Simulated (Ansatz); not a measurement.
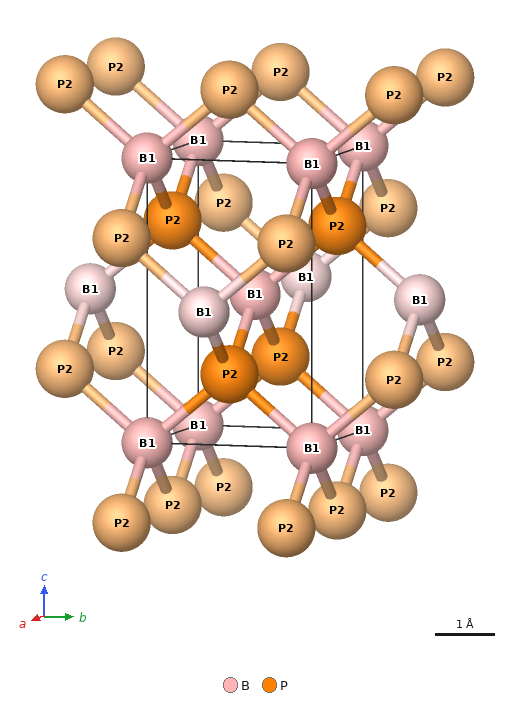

**Figure 1.** The structure as given in the input (ball-and-stick view of the cell 2 times as large as that of the calculation, set on its symmetry axes, seen slightly off an axis; neighbours outside the cell are drawn fainter; atoms are numbered from 1 in the order of the input). An atom can appear more than once, as a periodic image. Near neighbours in the periodic cell (some may lie outside the picture): B has 4 P at 1.92 Å; P has 4 B at 1.92 Å.

Run report: BP, single-point calculation

- system: BP (2 atoms in the cell)
- method: DFT PBE, scalar-relativistic, plane waves, PAW, no spin polarisation (Ansatz 0.2.0)

The structure derives from an entry of the Crystallography Open Database. It belongs to a series of runs on one base structure; here: strain -0.080 along x and y, +0.080 along z, atoms carried along. Figures and captions count atoms from 1; the log counts them from 0 in places.

**What the program printed**
```
Engine: ansatz 0.2.0, x86_64-unknown-linux-gnu
Pseudopotentials: kind: paw
Pseudopotential: B, paw, valence charge 3, recommended cutoff 420 eV (normal), B.paw.azcp
Pseudopotential: P, paw, valence charge 5, recommended cutoff 420 eV (normal), P.paw.azcp
Functional definition: PBE
  parameter kappa = 0.804
  parameter beta = 0.06672455060314922
  exchange = pbe_x(kappa = kappa, mu = beta*pi^2/3)
  correlation = pbe_c(beta = beta)
Crystal: 2 atoms, lattice volume = 21.357 Å³
Basis set: ecut = 420 eV, 413 PW (Γ), exchange–correlation on 48×48×40 points (8 copies of the dense FFT grid, shifted against one another)
Bands: 8, of which v1, the nominal top of the filled ones, is band 4 counted from 1 (3 counted from 0)
Symmetry: 8 space group operations
Space group: I-4m2 (ITA 119), of the structure as read, at distance tolerance 2.8e-5 Å
k-points: 102 of 1000 (time reversal used)
Non-local potential: B, projectors of the file, l = 0: 2, l = 1: 2, l = 2: 1
Non-local potential: P, projectors of the file, l = 0: 2, l = 1: 2, l = 2: 2
PAW form: soft (Blöchl's): semilocal exchange-correlation on the pseudo side does not see the compensation charge
PAW one-centre angular grid: B, 110 points (default); XC on 64 Gauss nodes
PAW one-centre angular grid: P, 110 points (default); XC on 64 Gauss nodes
Initial density: superposition of atomic densities (neutral atoms: chi_scale 0, normalization atom), corrected by the library's trained network
Initial wavefunctions: pseudopotential atomic-orbital guess
Functional: x = pbe(κ = 0.804, μ = 0.2195149727645171), c = pbe(β = 0.06672455060314922)
SCF iter   1: F=—  HF=-911.954273 eV  |F-HF|=—  |Δ(HF+E_count)|=         —  Δρ=2.26e-3  dr2=1.04e-3  ethr=1.77e-3  ⟨swp⟩=6.3  Hψ=7609  notcnv=0
preconditioner: auto → none  [insulator: Δε(μ)=0.080 eV  Ē_g=13.325 eV  σ=0.050 eV  W_gap=0.50  n_scr=0 (ndim 8)  ℏωp=22.7 eV  f_vac=0.000  D(μ)=0.11/eV (n_scr^D=0)  ε∞_Penn≈3.9]
SCF iter   2: F=—  HF=-911.954022 eV  |F-HF|=—  |Δ(HF+E_count)|=   2.51e-4  Δρ=9.95e-4  dr2=1.84e-4  ethr=1.29e-5  ⟨swp⟩=2.2  Hψ=1946  notcnv=0
SCF iter   3: F=—  HF=-911.954049 eV  |F-HF|=—  |Δ(HF+E_count)|=   2.66e-5  Δρ=4.81e-4  dr2=6.06e-5  ethr=2.29e-6  ⟨swp⟩=2.0  Hψ=1189  notcnv=0
SCF iter   4: F=—  HF=-911.954032 eV  |F-HF|=—  |Δ(HF+E_count)|=   1.65e-5  Δρ=2.00e-4  dr2=8.16e-6  ethr=7.58e-7  ⟨swp⟩=2.0  Hψ=1099  notcnv=0
SCF iter   5: F=—  HF=-911.954032 eV  |F-HF|=—  |Δ(HF+E_count)|=   6.70e-7  Δρ=6.34e-5  dr2=1.07e-6  ethr=1.02e-7  ⟨swp⟩=2.0  Hψ=1193  notcnv=0
SCF iter   6: F=—  HF=-911.954032 eV  |F-HF|=—  |Δ(HF+E_count)|=   2.60e-7  Δρ=2.57e-5  dr2=1.76e-7  ethr=1.34e-8  ⟨swp⟩=1.6  Hψ=971  notcnv=0
SCF iter   7: F=-911.954031 eV  HF=-911.954031 eV  |F-HF|=5.78e-9  |Δ(HF+E_count)|=   5.12e-8  Δρ=5.47e-6  dr2=7.97e-9  ethr=1.25e-9  ⟨swp⟩=8.5  Hψ=5127  notcnv=0
SCF 1 converged in 7 iterations: F = -911.954031 eV  dr2 = 7.97e-9
  greatest PAW one-centre occupation: 0.778 electrons in one spin orbital (limit 2), on the P atom at site 1 (counted from 0), in its partial waves of l = 0
SCF converged after 7 iterations
Free energy (F): -911.954031 eV
Harris-Foulkes:  -911.954031 eV  (|F-HF|=5.78e-9)
Internal energy: -911.953893 eV  (E = F + TS)
E sigma→0 (E₀):  -911.953962 eV
Entropy (-TS):   -0.000138 eV (-0.069 meV/atom)
Fermi energy:    11.187615 eV
--- Per-component energies (eV) ---
  E_band       = 30.144491
  E_kinetic    = 126.062313
  E_local      = -59.307129  (includes V_loc(G=0)·N_el)
  E_nonlocal   = 45.580457
  E_hartree    = 15.237134
  E_xc         = -96.202241
  E_vxc        = -102.285890  (∫ρ·V_xc dr)
  E_paw        = -648.169326  (= ΣΔE_a)
  E_vpaw       = -10.379397  (= ΣTr[D̂ρ^β])
  E_aug_tail   = 0.000000  (compensation charges beyond the density's cutoff)
  E_ewald      = -295.155102
  E_smearing   = -0.000138  (= −TS)
  E_closure    = 0.000000  (closes the sum)
  Σ components = -911.954031   (vs F -911.954031, Δ=0.00e0)
--- Forces (eV/Å), atoms counted from 1 ---
  atom   1  B     -0.00000000    -0.00000000     0.00000000
  atom   2  P      0.00000000    -0.00000000     0.00000000
  max |Σ_I F_I| component: 2.08e-16 eV/Å
--- Stress (GPa, compression-positive) ---
       36.505783       0.000000       0.000000
        0.000000      36.505783       0.000000
        0.000000       0.000000     -18.790864
  P = ⅓ Tr σ = 18.0736 GPa (180.736 kbar)
--- Band table (eV; the first three rows and the last of 102) ---
  k-point 0: bands = ["-5.7271", "9.2628", "11.2521", "11.2521", "14.0152", "14.0152", "14.7655", "18.2172"]
  k-point 1: bands = ["-5.5307", "8.6536", "10.1344", "11.0001", "14.0375", "14.4755", "15.4928", "18.5377"]
  k-point 2: bands = ["-4.9477", "6.6934", "8.8974", "10.5646", "13.7740", "15.4094", "16.3128", "19.4318"]
  k-point 101: bands = ["-1.5271", "0.5642", "7.4435", "7.4435", "12.9611", "13.8518", "23.4419", "23.4419"]
```

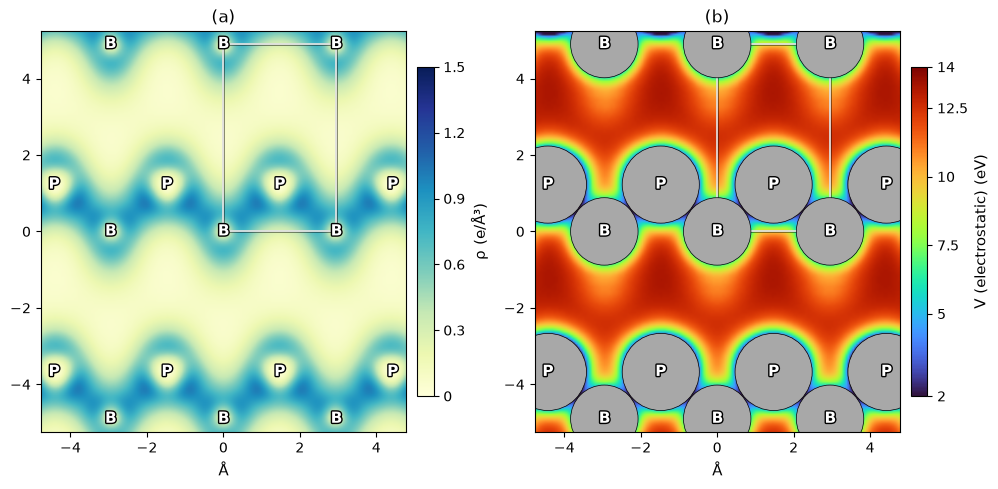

**Figure 2.** (a) valence pseudo-density; (b) electrostatic potential (local pseudopotential plus Hartree) felt by an electron on the (100) plane of the conventional cell. Grey discs, where drawn, cover atomic cores. The section cuts through B and P sites. B–P (1.92 Å): ρ at the midpoint is about 0.95 e/Å³. Away from the nuclei the density in this plane falls to 0.05 e/Å³ at its lowest. Outside the cores the potential energy rises away from the atoms and is highest about 1.9 Å from the nearest atoms; outside the discs it spans about 11 eV, and its zero is arbitrary. The fields are those of the smooth PAW valence density.

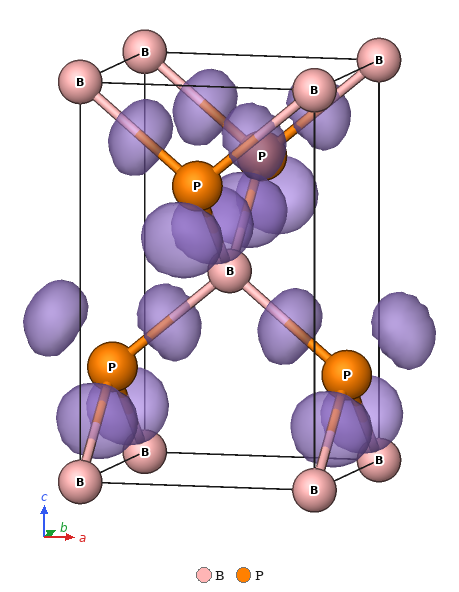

**Figure 3.** Isosurface of the ELF at 0.85 (purple), seen slightly off an axis. Core shells and regions of very low density are left out. Sticks mark near contacts. The outline is the cell set on symmetry axes. Profiles from the grid: B–P (1.92 Å): the ELF peaks at about 0.95 between the atoms, which marks a covalent bond.

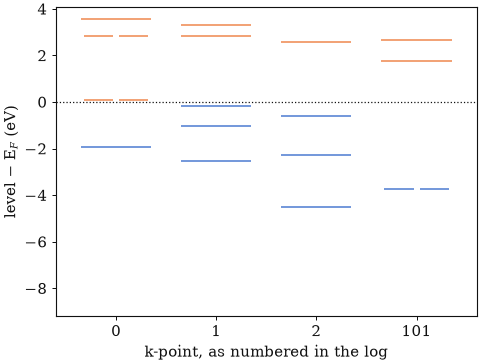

**Figure 4.** Kohn–Sham levels near the Fermi level (dotted) at the few k-points that the log prints; levels within 0.02 eV of each other stand side by side. The system is metallic on the full mesh.

The run was set up as follows.

**The input**
```yaml
crystal:
  lattice:
    - [0.0, 2.08748, 2.45052]
    - [2.08748, 0.0, 2.45052]
    - [2.08748, 2.08748, 0.0]
  atoms:
    - { symbol: B, position: [0.0, 0.0, 0.0] }
    - { symbol: P, position: [0.75, 0.75, 0.75] }
basis:
  ecutwfc: 420
kpoints:
  mp_grid: { grid: [10, 10, 10] }
hamiltonian:
  xc: pbe
scf:
  occupations: { method: gaussian, width: 0.05 }
output:
  forces: true
  stress: true
  eigenvalues: true
  write_density: true
  write_potential: true
  elf: true
  volumetric_format: npy
```

Launch command:
```bash
ansatz run input.yaml --threads 1 --pin off --max-ram 2560MiB --backend cpu --events-out ev --progress --plain --runs-dir out
```

**Summary**

```csv
quantity,value
outcome,converged
space group (tolerance 0.01 Å),I-4m2 (119)
electrons treated,8
free energy,−911.9540 eV
Fermi energy,11.188 eV
gap on the k-point mesh,none (metallic)
pressure,18.07 GPa
largest force (length of the vector),under 0.001 eV/Å
hardware,"1 thread of Intel Xeon (Sapphire Rapids), 16 GiB of memory available, shared host"
wall time,2.1 s
peak memory,0.36 GiB
```
